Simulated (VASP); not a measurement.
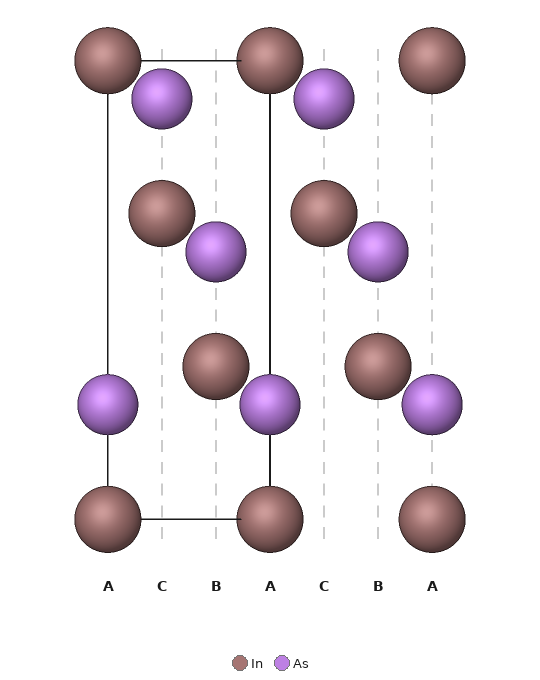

Projection along an edge of the hexagonal mesh, stacking direction [111] upwards. The dashed lines mark the three columns A (0, 0), B (1/3, 2/3) and C (2/3, 1/3). The box is the hexagonal cell of the face-centred cubic lattice. The sequence starts with the first layer at or above the cell's origin.

System InAs (space group F-43m, No. 216); source of the atomic positions: the geometry relaxed with VASP Kohn-Sham DFT of a periodic cell, BLYP with D3(BJ), VASP PAW PBE potentials, recommended in VASP.

Q: Read off the stacking sequence over one period.

A: In(A) – As(A) – In(B) – As(B) – In(C) – As(C) (six layers in 10.61 Å).

Q: How are the As layers alone stacked?

A: As layers alone: ABC, the cubic close-packed type.

Q: Which positions between or in the As layers do the other atoms fill?

A: In: three tetrahedral sites (per hexagonal cell).

Q: What short polytype symbol fits?

A: Polytype symbol 3C, the symbol of a tetrahedral polytype (number of double layers in the repeat and lattice).
